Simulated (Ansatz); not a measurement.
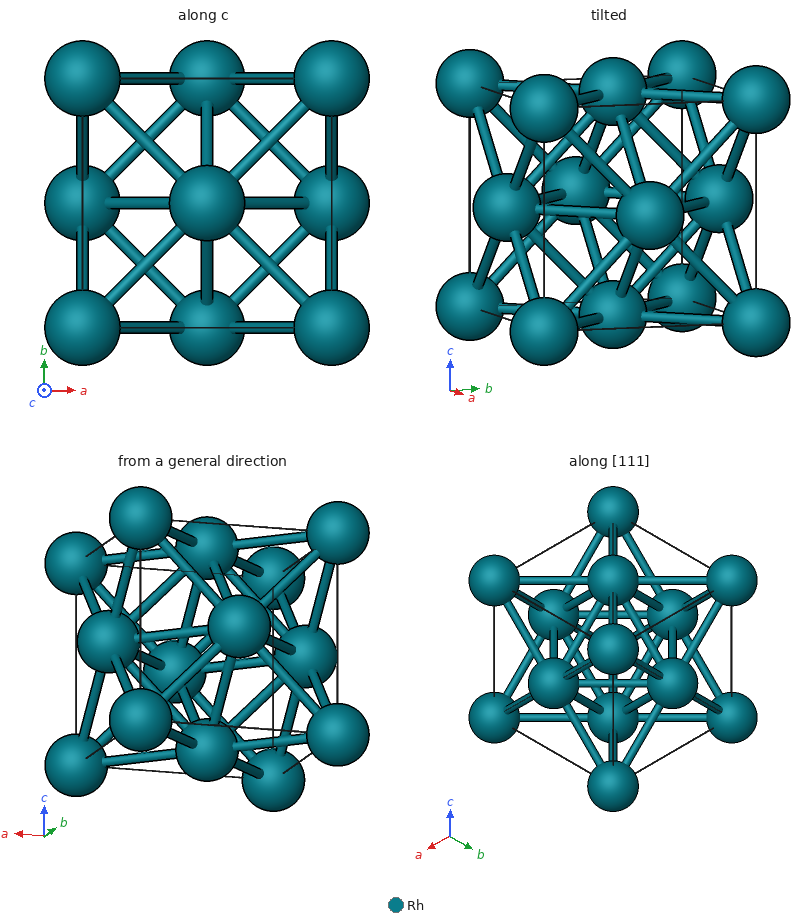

Ball-and-stick drawing of the structure, looking along the c axis, slightly off an axis, from a general direction and along [111]. The edges of the conventional unit cell are marked.

Q: What is the cell content?

A: 4 (rhodium), counting shared atoms by their share.

Q: Give the crystal system and centring.

A: Face-centred cubic.

Q: What space-group symmetry does the structure have?

A: Fm-3m (No. 225), with Rh on 4a.

Q: Name the structure type.

A: Face-centred cubic (Cu type).

Q: Describe the bonded network.

A: The bonds build a three-dimensional framework.

Starting structure: the standard structure of this element. The cell was then strained or its atoms displaced on purpose. Ansatz was used for an electronic-structure calculation on it.
